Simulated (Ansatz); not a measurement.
**Yb: 5 runs along one coordinate**

System: Yb (P6₃/mmc, 2 atoms in the cell).
Method: Kohn-Sham DFT of a periodic cell, PBE, Ansatz PAW, spin-polarised (Ansatz 0.2.0).

The 5 runs differ only in the geometry, by an even scaling of the cell at fixed fractional positions. The structure derives from an entry of the Crystallography Open Database.

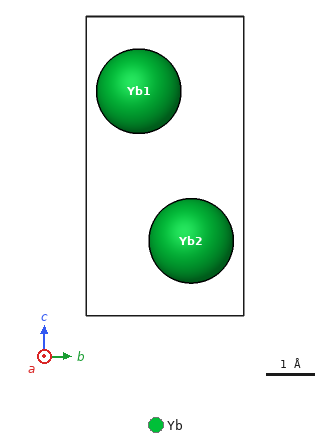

Figure 1. The structure of run 3 (spheres-only view of the cell of the calculation, along the a axis; atoms are numbered from 1 in the order of the input).

### Input of run 3
```yaml
crystal:
  lattice:
    - [3.8538596181, 0.0, 0.0]
    - [-1.926929809, 3.3375403318, 0.0]
    - [0.0, 0.0, 6.3430403194]
  atoms:
    - { symbol: Yb, position: [0.6666666667, 0.3333333333, 0.75], spin: 1.0 }
    - { symbol: Yb, position: [0.3333333333, 0.6666666667, 0.25], spin: 1.0 }
hamiltonian:
  xc: pbe
  pseudopotentials: { kind: paw }
magnetization:
  spin_polarized: true
kpoints:
  mp_grid: { grid: [8, 8, 4] }
scf:
  occupations: { method: fermi_dirac, width: 0.05 }
output:
  forces: true
  stress: true
  eigenvalues: true
```

Command:
```bash
ansatz run input.yaml --threads 2 --pin off --max-ram 5120MiB --backend cpu --events-out ev --progress --plain --runs-dir out
```

Run 2 differs from it as follows:
```diff
-    - [3.8538596181, 0.0, 0.0]
-    - [-1.926929809, 3.3375403318, 0.0]
-    - [0.0, 0.0, 6.3430403194]
+    - [3.8274624909, 0.0, 0.0]
+    - [-1.9137312454, 3.3146797491, 0.0]
+    - [0.0, 0.0, 6.2995934742]
```

### Results, with one run withheld

```tsv
run	volume per atom (Å³)	free energy per atom, from the lowest run given (meV)	pressure (GPa)
1	39.128	0.00	−1.51
2	39.961	?	?
3	40.793	18.13	−1.96
4	41.626	28.86	−2.16
5	43.291	53.10	−2.50
```

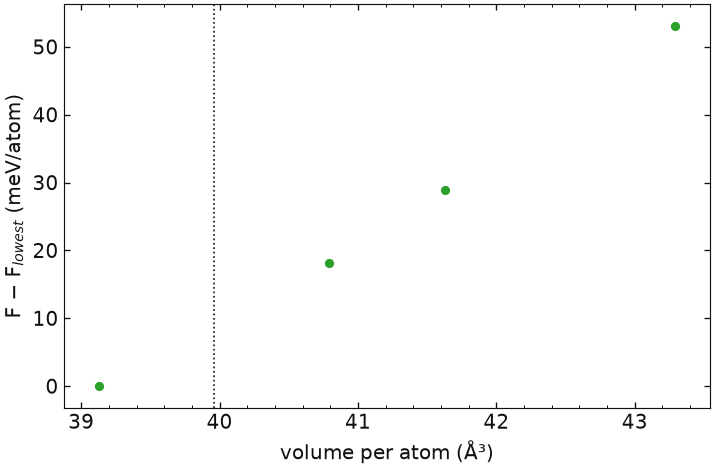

Figure 2. Free energy per atom of the runs given; the dotted line marks run 2.

Fit the runs given and predict run 2.

A quadratic polynomial in V^(−2/3) (the Birch–Murnaghan form), fitted to the 4 runs given, misses them by at most 0.01 meV per atom. With x = V^(−2/3) − 0.08388 Å⁻², it reads F = 22.777 − 9449.5 x + 5.3858e+05 x² (meV per atom). At run 2 it gives 8.46 meV per atom, and the run itself gives 8.47. The slope of the fit gives a pressure −dF/dV of −1.75 GPa there, and the run prints −1.75 GPa. The fit has no minimum inside this range.

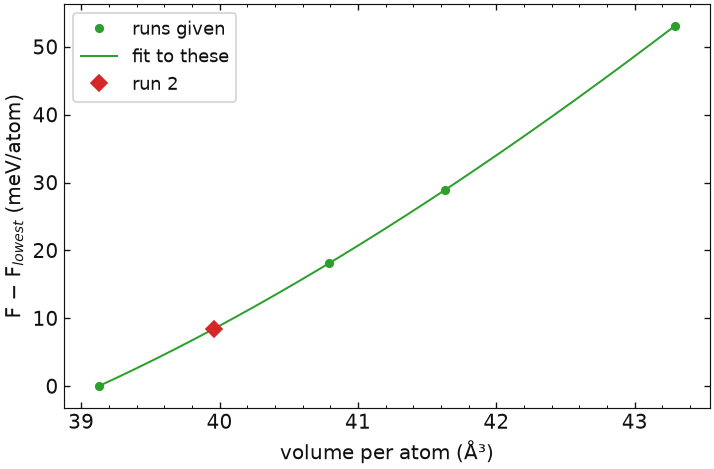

Figure 3. The fit and the withheld run.

### Output, shortened to warnings, some set-up lines, iterations and results (run 2)
```
Warning: where an SCF of this run starts from atoms to list the orders of its open shells, Yb (sites 0, 1, from 0) starts with 0.44 μB on its 4f shell and 0.44 μB on its 5d shell, in the place of the 1.00 μB that the deck gives it: its open shells can hold no more by Hund's first rule. To start from spheres of the given moment, type scf.initial_density.shell_occupations: []
WARN: the starting moments were not kept: the SCF closed with an absolute magnetisation of 4.3e-5 μB, where they sum to 2 μB in size (2 sites). That is at most 0.1 of that sum. Measured as dr2_m measures the in/out step, that magnetisation stands 1.7e-10 eV from none, at or under the dr2_threshold of 1.0e-7 eV: it is no larger than a step whose dr2_m would equal this threshold. The system may …
Basis set: ecut = 420 eV, 1545 PW (Γ), exchange–correlation on 54×54×90 points (8 copies of the dense FFT grid, shifted against one another)
Symmetry: 24 space group operations
k-points: 30 of 256
Initial density: superposition of atomic densities (chi_scale 0.1, normalization cell)
[...]
SCF iter   1: F=—  HF=-27589.719818 eV  |F-HF|=—  |Δ(HF+E_count)|=         —  Δρ=2.72e-2 (↑2.72e-2 ↓2.30e-2)  dr2=8.80e-2  dr2_m=4.50e-1  M=0.662 μB ∫|m|=0.662 μB  β_m=0.30  …
SCF iter   2: F=—  HF=-27589.744851 eV  |F-HF|=—  |Δ(HF+E_count)|=   2.50e-2  Δρ=2.05e-2 (↑2.05e-2 ↓2.05e-2)  dr2=4.92e-2  dr2_m=2.99e-1  M=0.544 μB ∫|m|=0.544 μB  β_m=0.52  …
SCF iter   3: F=—  HF=-27590.012737 eV  |F-HF|=—  |Δ(HF+E_count)|=   2.68e-1  Δρ=8.21e-3 (↑8.21e-3 ↓3.49e-3)  dr2=1.74e-2  dr2_m=2.36e-2  M=0.153 μB ∫|m|=0.208 μB  β_m=0.49  …
SCF iter   4: F=—  HF=-27589.950566 eV  |F-HF|=—  |Δ(HF+E_count)|=   6.22e-2  Δρ=6.71e-3 (↑6.71e-3 ↓2.47e-3)  dr2=5.57e-2  dr2_m=3.94e-3  M=0.074 μB ∫|m|=0.177 μB  β_m=0.74  …
SCF iter   5: F=—  HF=-27589.973286 eV  |F-HF|=—  |Δ(HF+E_count)|=   2.27e-2  Δρ=2.94e-3 (↑2.94e-3 ↓2.73e-3)  dr2=2.60e-2  dr2_m=5.85e-5  M=0.086 μB ∫|m|=0.145 μB  β_m=0.87  …
[... 6 lines ...]
SCF iter  12: F=—  HF=-27590.002616 eV  |F-HF|=—  |Δ(HF+E_count)|=   1.49e-5  Δρ=1.45e-5 (↑9.93e-6 ↓1.45e-5)  dr2=3.27e-7  dr2_m=2.43e-8  M=0.002 μB ∫|m|=0.003 μB  β_m=1.00  …
SCF iter  13: F=—  HF=-27590.002617 eV  |F-HF|=—  |Δ(HF+E_count)|=   1.09e-6  Δρ=3.62e-6 (↑3.62e-6 ↓3.28e-6)  dr2=8.05e-9  dr2_m=7.86e-9  M=0.001 μB ∫|m|=0.001 μB  β_m=1.00  …
SCF iter  14: F=-27590.002618 eV  HF=-27590.002618 eV  |F-HF|=8.28e-9  |Δ(HF+E_count)|=   1.25e-7  Δρ=2.16e-6 (↑1.90e-6 ↓2.16e-6)  dr2=1.03e-8  dr2_m=3.02e-10  M=0.000 μB …
SCF iter  15: F=-27590.002618 eV  HF=-27590.002618 eV  |F-HF|=9.13e-10  |Δ(HF+E_count)|=   4.52e-9  Δρ=6.78e-7 (↑5.52e-7 ↓6.78e-7)  dr2=9.54e-10  dr2_m=3.29e-11  M=-0.000 μB …
SCF 1 converged in 15 iterations: F = -27590.002618 eV  dr2 = 9.54e-10
WARN: the starting moments were not kept: the SCF closed with an absolute magnetisation of 4.3e-5 μB, where they sum to 2 μB in size (2 sites). That is at most 0.1 of that sum. Measured as dr2_m measures the in/out step, that magnetisation stands 1.7e-10 eV from none, at or under the dr2_threshold …
SCF converged after 15 iterations
Magnetization: -0.0000 μB (24.0000 up, 24.0000 down)
Absolute magnetization: 0.0000 μB (∫|ρ↑−ρ↓|, with the PAW one-centre terms)
Spin contamination: 0.0000 ħ² per cell (⟨S²⟩ above its minimum at these occupations)
Per-site moments (μB) at R_I (Å): [(-1.3983374471944913e-6, 1.5788282774839932), (-1.398337447433748e-6, 1.5788282774839932)]
Free energy (F): -27590.002618 eV
Harris-Foulkes:  -27590.002618 eV  (|F-HF|=9.13e-10)
Internal energy: -27589.971204 eV  (E = F + TS)
E sigma→0 (E₀):  -27589.986911 eV
Entropy (-TS):   -0.031414 eV (-15.707 meV/atom)
Fermi energy:    9.405155 eV
--- Per-component energies (eV) ---
  E_band       = -61.404453
  E_kinetic    = 702.635308
  E_local      = -13020.081119  (includes V_loc(G=0)·N_el)
  E_nonlocal   = 1107.780185
  E_hartree    = 5661.792391
  E_xc         = -323.480360
  E_vxc        = -402.503388  (∫ρ·V_xc dr)
  E_paw        = -14711.876231  (= ΣΔE_a)
  E_vpaw       = 227.184430  (= ΣTr[D̂ρ^β])
[...]
```

The program warns: some starting moments were not kept.
